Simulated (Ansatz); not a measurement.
Geometry relaxation, with input and output: PbS

- system: PbS (P6₃/mmc, 4 atoms in the cell)
- method: DFT PBE, scalar-relativistic, plane waves, PAW, no spin polarisation (Ansatz 0.2.0)

The structure was made by a generator, so it may or may not be a known phase. Figures and captions count atoms from 1; the log counts them from 0 in places.

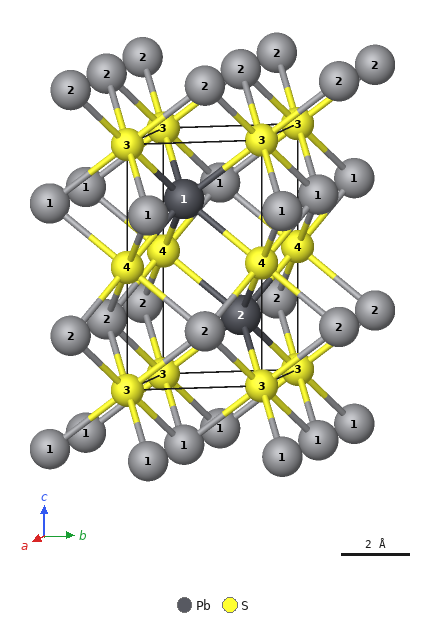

**Figure 1.** The starting structure (ball-and-stick view of the cell of the calculation, seen slightly off an axis; neighbours outside the cell are drawn fainter; atoms are numbered from 1 in the order of the input).

## The input
```yaml
crystal:
  lattice:
    - [4.1285687142, 2.89e-08, 0.0]
    - [-2.0642843821, 3.5754453733, 0.0]
    - [0.0, 0.0, 7.3562732]
  atoms:
    - { symbol: Pb, position: [0.6666666667, 0.3333333333, 0.75] }
    - { symbol: Pb, position: [0.3333333333, 0.6666666667, 0.25] }
    - { symbol: S, position: [0.0, 0.0, 0.0] }
    - { symbol: S, position: [0.0, 0.0, 0.5] }
basis:
  ecutwfc: 420
kpoints:
  mp_grid: { grid: [12, 12, 6] }
hamiltonian:
  xc: pbe
scf:
  occupations: { method: fixed }
output:
  forces: true
  stress: true
  eigenvalues: true
  write_density: true
  write_potential: true
  elf: true
  volumetric_format: npy
relax:
  adjacent_minimum: "off"
  f_tol: 0.001
  max_steps: 60
  cell: { stress_tol: 0.01 }
```

Run on 1 thread of Intel Xeon (Granite Rapids), 192 GiB of memory available, shared host.

Launch command:
```bash
ansatz run input.yaml --threads 1 --pin off --max-ram 3072MiB --backend cpu --events-out ev --progress --plain --runs-dir out
```

## What the program printed
```
Engine: ansatz 0.2.0, x86_64-unknown-linux-gnu
Pseudopotentials: kind: paw
Pseudopotential: Pb, paw, valence charge 14, recommended cutoff 420 eV (normal), Pb.paw.azcp
Pseudopotential: S, paw, valence charge 6, recommended cutoff 420 eV (normal), S.paw.azcp
Functional definition: PBE
  parameter kappa = 0.804
  parameter beta = 0.06672455060314922
  exchange = pbe_x(kappa = kappa, mu = beta*pi^2/3)
  correlation = pbe_c(beta = beta)
Crystal: 4 atoms, lattice volume = 108.589 Å³
Basis set: ecut = 420 eV, 2101 PW (Γ), exchange–correlation on 60×60×100 points (8 copies of the dense FFT grid, shifted against one another)
Bands: 24, of which v1, the nominal top of the filled ones, is band 20 counted from 1 (19 counted from 0)
Symmetry: 24 space group operations
Space group: P63/mmc (ITA 194), of the structure as read, at distance tolerance 4.8e-5 Å
k-points: 76 of 864
Non-local potential: Pb, projectors of the file, l = 0: 2, l = 1: 2, l = 2: 2, l = 3: 2
Non-local potential: S, projectors of the file, l = 0: 2, l = 1: 2, l = 2: 2
PAW form: soft (Blöchl's): semilocal exchange-correlation on the pseudo side does not see the compensation charge
PAW one-centre angular grid: Pb, 590 points (default); XC on 64 Gauss nodes
PAW one-centre angular grid: S, 110 points (default); XC on 64 Gauss nodes
Initial density: superposition of atomic densities (neutral atoms: chi_scale 0, normalization atom), corrected by the library's trained network
Initial wavefunctions: pseudopotential atomic-orbital guess
Functional: x = pbe(κ = 0.804, μ = 0.2195149727645171), c = pbe(β = 0.06672455060314922)
SCF iter   1: F=—  HF=-25618.813932 eV  |F-HF|=—  |Δ(HF+E_count)|=         —  Δρ=7.50e-4  dr2=3.51e-4  ethr=1.77e-3  ⟨swp⟩=4.9  Hψ=7267  notcnv=0  defer=127
preconditioner: auto → Resta (q_TF=auto, 2.310 Å⁻¹)  ε∞=3.7  [insulator: Δε(μ)=0.255 eV  Ē_g=13.688 eV  n_scr=22 (ndim 8)  ℏωp=22.5 eV  f_vac=0.004  ε∞_Penn≈3.7]
SCF iter   2: F=—  HF=-25618.812325 eV  |F-HF|=—  |Δ(HF+E_count)|=   1.61e-3  Δρ=4.95e-4  dr2=1.71e-4  ethr=8.78e-7  ⟨swp⟩=2.3  Hψ=4164  notcnv=0  defer=148
SCF iter   3: F=—  HF=-25618.812648 eV  |F-HF|=—  |Δ(HF+E_count)|=   3.22e-4  Δρ=1.64e-4  dr2=1.98e-5  ethr=4.27e-7  ⟨swp⟩=2.0  Hψ=3500  notcnv=0  defer=148
SCF iter   4: F=—  HF=-25618.812719 eV  |F-HF|=—  |Δ(HF+E_count)|=   7.13e-5  Δρ=8.21e-5  dr2=5.46e-6  ethr=4.94e-8  ⟨swp⟩=2.0  Hψ=2486  notcnv=0  defer=92
SCF iter   5: F=—  HF=-25618.812722 eV  |F-HF|=—  |Δ(HF+E_count)|=   3.01e-6  Δρ=3.04e-5  dr2=8.40e-7  ethr=1.36e-8  ⟨swp⟩=2.1  Hψ=3250  notcnv=0  defer=111
SCF iter   6: F=-25618.812722 eV  HF=-25618.812722 eV  |F-HF|=3.01e-8  |Δ(HF+E_count)|=   5.35e-8  Δρ=7.63e-6  dr2=5.60e-8  ethr=2.50e-10  ⟨swp⟩=10.6  Hψ=16438  notcnv=0
SCF 1 converged in 6 iterations: F = -25618.812722 eV  dr2 = 5.60e-8
  greatest PAW one-centre occupation: 0.981 electrons in one spin orbital (limit 2), on the Pb atom at site 1 (counted from 0), in its partial waves of l = 2
relax step   1: F+E_penalty+E_count = -25618.81272185 eV  Δ(F+E_penalty+E_count) = +0.000e0 eV  max|allowed force component| = 1.041e-17 eV/Å  Δτ_max = 0.0000 Å  P = -0.038 GPa  Ω = 108.589 Å³  (6 SCF iters, dr2 threshold 1.00e-7 eV, accepted)
Crystal: 4 atoms, lattice volume = 108.457 Å³
Initial density: handed on by an earlier stage of this run
Initial wavefunctions: those handed on with the density
iter 1 solved again at ethr=1.43e-8 eV; its pass at ethr=3.10e-3 eV (dr2=5.73e-6 eV) is discarded
SCF iter   1: F=—  HF=-25618.812706 eV  |F-HF|=—  |Δ(HF+E_count)|=         —  Δρ=3.06e-5  dr2=1.22e-6  ethr=1.43e-8  ⟨swp⟩=3.1  Hψ=8968  notcnv=0  defer=110
preconditioner: auto → Resta (q_TF=auto, 2.310 Å⁻¹)  ε∞=3.7  [insulator: Δε(μ)=0.245 eV  Ē_g=13.698 eV  n_scr=22 (ndim 8)  ℏωp=22.6 eV  f_vac=0.005  ε∞_Penn≈3.7]
SCF iter   2: F=—  HF=-25618.812746 eV  |F-HF|=—  |Δ(HF+E_count)|=   3.95e-5  Δρ=1.79e-5  dr2=4.95e-7  ethr=3.06e-9  ⟨swp⟩=1.0  Hψ=1824  notcnv=0
SCF iter   3: F=—  HF=-25618.812746 eV  |F-HF|=—  |Δ(HF+E_count)|=   1.47e-7  Δρ=4.32e-6  dr2=3.64e-8  ethr=1.24e-9  ⟨swp⟩=2.0  Hψ=2492  notcnv=0
SCF iter   4: F=-25618.812746 eV  HF=-25618.812746 eV  |F-HF|=3.21e-9  |Δ(HF+E_count)|=   1.11e-8  Δρ=1.42e-6  dr2=2.43e-9  ethr=1.40e-11  ⟨swp⟩=9.2  Hψ=14438  notcnv=0
SCF 2 converged in 4 iterations: F = -25618.812746 eV  dr2 = 2.43e-9
relax step   2: F+E_penalty+E_count = -25618.81274579 eV  Δ(F+E_penalty+E_count) = -2.394e-5 eV  max|allowed force component| = 2.313e-18 eV/Å  Δτ_max = 0.0000 Å  P = +0.018 GPa  Ω = 108.457 Å³  energy of the carried Pulay correction = +1.261e-5 eV  (4 SCF iters, dr2 threshold 5.61e-9 eV, accepted)
Crystal: 4 atoms, lattice volume = 108.499 Å³
iter 1 solved again at ethr=1.50e-9 eV; its pass at ethr=3.10e-3 eV (dr2=5.99e-7 eV) is discarded
SCF iter   1: F=—  HF=-25618.812705 eV  |F-HF|=—  |Δ(HF+E_count)|=         —  Δρ=9.05e-6  dr2=9.86e-8  ethr=1.50e-9  ⟨swp⟩=3.1  Hψ=8711  notcnv=0
preconditioner: auto → Resta (q_TF=auto, 2.310 Å⁻¹)  ε∞=3.7  [insulator: Δε(μ)=0.249 eV  Ē_g=13.697 eV  n_scr=22 (ndim 8)  ℏωp=22.5 eV  f_vac=0.005  ε∞_Penn≈3.7]
SCF iter   2: F=—  HF=-25618.812745 eV  |F-HF|=—  |Δ(HF+E_count)|=   3.97e-5  Δρ=5.10e-6  dr2=3.68e-8  ethr=2.47e-10  ⟨swp⟩=2.0  Hψ=2558  notcnv=0
SCF iter   3: F=—  HF=-25618.812745 eV  |F-HF|=—  |Δ(HF+E_count)|=   4.30e-9  Δρ=1.03e-6  dr2=2.07e-9  ethr=9.20e-11  ⟨swp⟩=2.0  Hψ=2505  notcnv=0
SCF iter   4: F=-25618.812745 eV  HF=-25618.812745 eV  |F-HF|=2.29e-10  |Δ(HF+E_count)|=  6.62e-10  Δρ=3.53e-7  dr2=1.42e-10  ethr=2.99e-12  ⟨swp⟩=9.9  Hψ=12682  notcnv=0
SCF 3 converged in 4 iterations: F = -25618.812745 eV  dr2 = 1.42e-10
relax step   3: F+E_penalty+E_count = -25618.81274466 eV  Δ(F+E_penalty+E_count) = +1.127e-6 eV  max|allowed force component| = 6.216e-18 eV/Å  Δτ_max = 0.0000 Å  P = -0.000 GPa  Ω = 108.499 Å³  energy of the carried Pulay correction = +8.543e-6 eV  (4 SCF iters, dr2 threshold 1.20e-9 eV, accepted)
Initial wavefunctions: pseudopotential atomic-orbital guess (no wavefunctions were taken with the density)
iter 1 solved again at ethr=1.15e-7 eV; its pass at ethr=3.10e-3 eV (dr2=4.60e-5 eV) is discarded
SCF iter   1: F=—  HF=-25618.812695 eV  |F-HF|=—  |Δ(HF+E_count)|=         —  Δρ=1.74e-6  dr2=1.27e-9  ethr=1.15e-7  ⟨swp⟩=3.1  Hψ=12847  notcnv=0  defer=141
eigensolver tolerance schedule: the retry pair's looser diagonalisation over-reported the residual by 36087.99 of it (diagonalisation noise at an unbounded share of the residual, at the tolerance the schedule requests for it); recorded, not acted on — ethr = c·dr2/N_el stays at c = 1.0e-1
SCF iter   2: F=—  HF=-25618.812734 eV  |F-HF|=—  |Δ(HF+E_count)|=   3.91e-5  Δρ=8.17e-7  dr2=4.51e-10  ethr=3.19e-12  ⟨swp⟩=3.6  Hψ=4996  notcnv=0  defer=129
SCF iter   3: F=—  HF=-25618.812734 eV  |F-HF|=—  |Δ(HF+E_count)|=  8.37e-11  Δρ=4.26e-7  dr2=7.59e-11  ethr=1.13e-12  ⟨swp⟩=2.0  Hψ=2281  notcnv=0  defer=129
SCF iter   4: F=—  HF=-25618.812734 eV  |F-HF|=—  |Δ(HF+E_count)|=  8.00e-11  Δρ=8.80e-8  dr2=1.41e-11  ethr=1.00e-12  ⟨swp⟩=1.1  Hψ=1843  notcnv=0  defer=129
SCF iter   5: F=-25618.812734 eV  HF=-25618.812734 eV  |F-HF|=1.46e-11  |Δ(HF+E_count)|=  3.64e-12  Δρ=2.63e-8  dr2=8.39e-13  ethr=1.00e-12  ⟨swp⟩=8.3  Hψ=11230  notcnv=0
SCF 4 converged in 5 iterations: F = -25618.812734 eV  dr2 = 8.39e-13
relax step   4: F+E_penalty+E_count = -25618.81273385 eV  Δ(F+E_penalty+E_count) = +1.081e-5 eV  max|allowed force component| = 6.361e-18 eV/Å  Δτ_max = 0.0000 Å  P = -0.000 GPa  Ω = 108.499 Å³  stress off target by 3.40e-4 GPa  SCF on the basis re-selected at this cell (its energy is not comparable with the rows above)  (5 SCF iters)
```

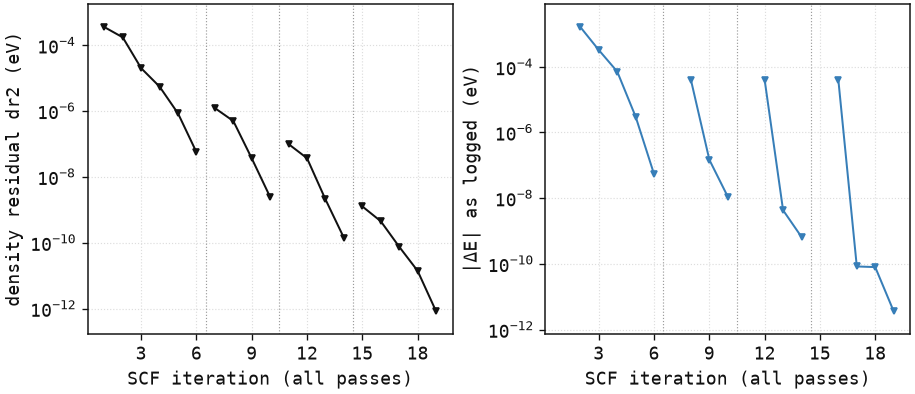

**Figure 2.** Convergence of the self-consistent field: density residual dr2 and size of the energy change against the SCF iteration. The dotted lines part the SCF passes of the relaxation: geometry steps, rejected trials and re-solves on a re-selected basis. The passes take 6, 4, 4 and 5 iterations.

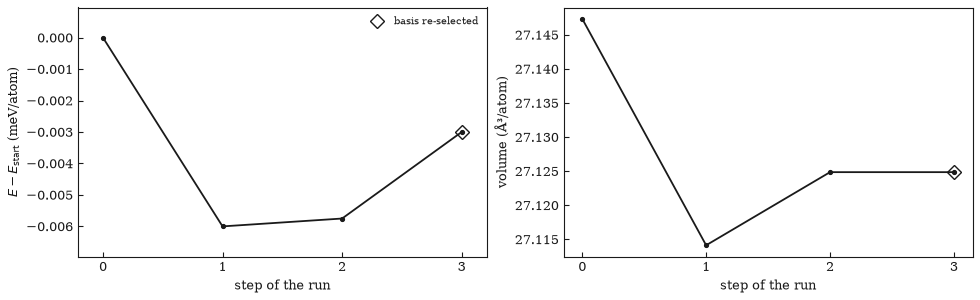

**Figure 3.** Progress of the relaxation, step by step (the first geometry is step 0 here and step 1 in the log). No atom moves by more than 0.005 Å relative to the cell. The volume changes by −0.1 %, with a = b 4.129 → 4.127 Å (0.0 %), c 7.356 → 7.357 Å (0.0 %). The space group stays P6_3/mmc (No. 194). After 2 geometry steps the energy has fallen by next to nothing (0.0 meV per atom). All forces vanish by symmetry, so only the cell relaxes. Pressure: −0.04 GPa at the start and 0.00 GPa at the end. A last SCF at the same geometry on a re-selected plane-wave basis shifts the energy by +0.0 meV per atom. (Atoms are counted from 1 in the order of the input.)

```
basis re-selected at this cell: Δ(F+E_penalty+E_count) = +1.081e-5 eV, ΔP = -0.000 GPa vs the last step (what re-selecting the basis moved, of the pressure what is left beyond the Pulay correction that the steps carried, after the strain that the cell walked since its last selection, with what the two solves' SCF thresholds leave and, on support functions, any second-order correction that the steps lacked; it is no measure of the basis error at this ecutwfc). This SCF's stress stands 3.40e-4 GPa from its target on what of the cell is left free (relax.cell.stress_tol is 1.00e-2 GPa) and its largest allowed force component is 6.36e-18 eV/Å (relax.f_tol is 1.00e-3 eV/Å): within both
SCF converged after 5 iterations
Free energy (F): -25618.812734 eV
Harris-Foulkes:  -25618.812734 eV  (|F-HF|=1.46e-11)
Internal energy: -25618.812734 eV  (E = F + TS)
E sigma→0 (E₀):  -25618.812734 eV
Fermi energy:    7.656748 eV
--- Per-component energies (eV) ---
  E_band       = -128.997378
  E_kinetic    = 785.319221
  E_local      = -2505.208758  (includes V_loc(G=0)·N_el)
  E_nonlocal   = 756.833726
  E_hartree    = 972.255113
  E_xc         = -636.160947
  E_vxc        = -439.774407  (∫ρ·V_xc dr)
  E_paw        = -22006.677265  (= ΣΔE_a)
  E_vpaw       = -670.677489  (= ΣTr[D̂ρ^β])
  E_aug_tail   = 0.000101  (compensation charges beyond the density's cutoff)
  E_ewald      = -2985.173923
  E_smearing   = -0.000000  (= −TS)
  E_closure    = 0.000000  (closes the sum)
  Σ components = -25618.812734   (vs F -25618.812734, Δ=0.00e0)
--- Forces (eV/Å), atoms counted from 1 ---
  atom   1  Pb     0.00000000     0.00000000    -0.00000000
  atom   2  Pb    -0.00000000    -0.00000000     0.00000000
  atom   3  S     -0.00000000     0.00000000     0.00000000
  atom   4  S      0.00000000     0.00000000     0.00000000
  max |Σ_I F_I| component: 2.31e-18 eV/Å
--- Stress (GPa, compression-positive) ---
       -0.000188      -0.000000      -0.000000
        0.000000      -0.000188      -0.000000
       -0.000000      -0.000000      -0.000340
  P = ⅓ Tr σ = -0.0002 GPa (-0.002 kbar)
--- Band table (eV; the first three rows and the last of 76) ---
  k-point 0: bands = ["-8.9887", "-8.9887", "-8.9815", "-8.9815", "-8.9487", "-8.9394", "-8.9267", "-8.9267", "-8.9125", "-8.9125", "-5.3833", "-4.2075", "-1.0873", "1.6270", "5.9050", "6.0318", "6.0318", "6.6474", "6.6474", "7.6567", "9.0609", "10.3750", "10.3750", "12.8249"]
  k-point 1: bands = ["-8.9885", "-8.9885", "-8.9823", "-8.9823", "-8.9480", "-8.9399", "-8.9254", "-8.9254", "-8.9132", "-8.9132", "-5.3283", "-4.3302", "-0.8805", "1.4423", "5.9763", "6.0646", "6.0646", "6.5941", "6.5941", "7.3863", "9.4273", "10.5046", "10.5046", "12.5614"]
  k-point 2: bands = ["-8.9878", "-8.9878", "-8.9842", "-8.9842", "-8.9462", "-8.9415", "-8.9222", "-8.9222", "-8.9152", "-8.9152", "-5.1675", "-4.6111", "-0.3593", "0.9534", "6.1589", "6.1589", "6.1813", "6.4606", "6.4606", "6.9228", "10.1703", "10.8637", "10.8637", "11.8986"]
  k-point 75: bands = ["-8.9969", "-8.9969", "-8.9548", "-8.9548", "-8.9515", "-8.9515", "-8.9515", "-8.9515", "-8.8996", "-8.8996", "-3.8517", "-3.8517", "-0.0920", "-0.0920", "3.7268", "3.7268", "4.9384", "4.9384", "6.8763", "6.8763", "8.9389", "8.9389", "12.2136", "12.2136"]
--- Relaxed structure (3 steps of the walk, 3 accepted, 1 SCFs on fresh bases) ---
  F+E_penalty+E_count = -25618.81273385 eV   max|allowed force component| = 6.361e-18 eV/Å   (the final SCF, on the basis selected at the relaxed cell)
  cell:  # Å, volume = 108.4994 Å³
    - [4.126672966777839, 2.8870493899080675e-8, -1.3888742178021276e-34]
    - [-2.063336508391501, 3.5738036079048587, 1.5363973701337478e-34]
    - [-2.4746925493833e-34, 1.7322847845683099e-34, 7.356932170205352]
  atoms:
    - { symbol: Pb, position: [0.6666666666666667, 0.33333333333333337, 0.75] }
    - { symbol: Pb, position: [0.33333333333333337, 0.6666666666666669, 0.25] }
    - { symbol: S, position: [8.226117734611721e-36, 1.6938160814518849e-35, -3.217223493417518e-86] }
    - { symbol: S, position: [3.076241717302023e-36, 1.4413217619206278e-35, 0.5] }
```

## Trajectory as extended XYZ (Å, eV, eV/Å), 4 frames, from step=1 to step=4
```
4
Lattice="4.1286 0.0000 0.0000 -2.0643 3.5754 0.0000 0.0000 0.0000 7.3563" Properties=species:S:1:pos:R:3:forces:R:3 step=1 energy=-25618.81272 pressure_GPa=-0.04
Pb    2.0643    1.1918    5.5172    0.0000   0.0000   0.0000
Pb    0.0000    2.3836    1.8391    0.0000   0.0000   0.0000
S     0.0000    0.0000    0.0000    0.0000   0.0000   0.0000
S     0.0000    0.0000    3.6781    0.0000   0.0000   0.0000
4
Lattice="4.1258 0.0000 0.0000 -2.0629 3.5731 0.0000 0.0000 0.0000 7.3570" Properties=species:S:1:pos:R:3:forces:R:3 step=2 energy=-25618.81275 pressure_GPa=0.02
Pb    2.0629    1.1910    5.5178    0.0000   0.0000   0.0000
Pb    0.0000    2.3821    1.8393    0.0000   0.0000   0.0000
S     0.0000    0.0000    0.0000    0.0000   0.0000   0.0000
S     0.0000    0.0000    3.6785    0.0000   0.0000   0.0000
4
Lattice="4.1267 0.0000 0.0000 -2.0633 3.5738 0.0000 0.0000 0.0000 7.3569" Properties=species:S:1:pos:R:3:forces:R:3 step=3 energy=-25618.81274 pressure_GPa=-0.00
Pb    2.0633    1.1913    5.5177    0.0000   0.0000   0.0000
Pb    0.0000    2.3825    1.8392    0.0000   0.0000   0.0000
S     0.0000    0.0000    0.0000    0.0000   0.0000   0.0000
S     0.0000    0.0000    3.6785    0.0000   0.0000   0.0000
4
Lattice="4.1267 0.0000 0.0000 -2.0633 3.5738 0.0000 0.0000 0.0000 7.3569" Properties=species:S:1:pos:R:3:forces:R:3 step=4 energy=-25618.81273 pressure_GPa=-0.00
Pb    2.0633    1.1913    5.5177    0.0000   0.0000   0.0000
Pb    0.0000    2.3825    1.8392    0.0000   0.0000   0.0000
S     0.0000    0.0000    0.0000    0.0000   0.0000   0.0000
S     0.0000    0.0000    3.6785    0.0000   0.0000   0.0000
```

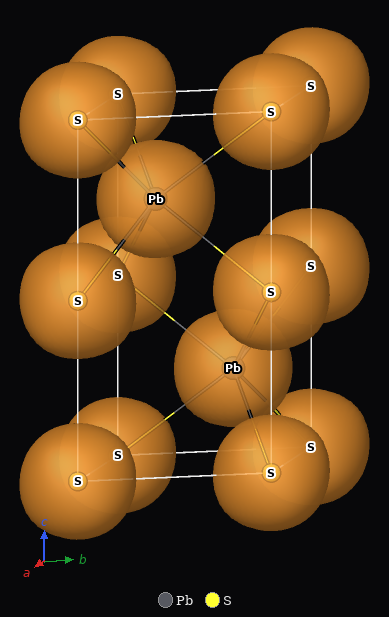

**Figure 4.** Isosurface of the valence electron density at 0.3 e/Å³ (orange), seen slightly off an axis. Sticks mark near contacts. The outline is the cell set on symmetry axes. At this value the density breaks into separate islands; it holds about 75 % of the electrons treated as valence (semicore included). It is pinched off along the Pb–S (3.01 Å) contacts. On the grid the lowest density along these lines, outside the cores, is 0.21 e/Å³ (Pb–S, 3.01 Å). The fields are those of the smooth PAW valence density.

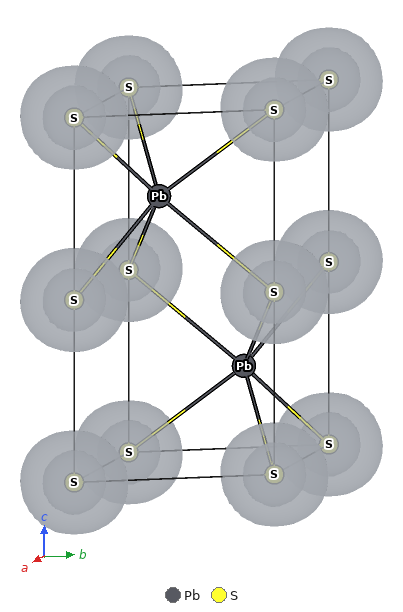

**Figure 5.** Isosurface of the electron localisation function at 0.8 (grey), seen slightly off an axis. Core shells and regions of very low density are left out. Sticks mark near contacts. The outline is the cell set on symmetry axes. Profiles from the grid: Pb–S (3.01 Å): the ELF peaks at about 0.85 in the valence shell of S, 0.8 Å from its nucleus, and drops to about 0.20 between the two atoms.

## Key numbers

| quantity | value |
| --- | --- |
| outcome | converged |
| space group (tolerance 0.01 Å) | P6₃/mmc (194) |
| electrons treated | 40 |
| free energy | −25618.8127 eV |
| Fermi energy | 7.657 eV |
| gap on the k-point mesh | 0.25 eV |
| pressure | 0.00 GPa |
| final volume | 108.50 Å³ |
| largest force (length of the vector) at the end | under 0.001 eV/Å |
| final cell | a = 4.127 Å, b = 4.127 Å, c = 7.357 Å, α = 90.00°, β = 90.00°, γ = 120.00° |
| wall time | 22 s |
| peak memory | 0.52 GiB |

## Notes

Spin–orbit coupling is left out, which matters for Pb.
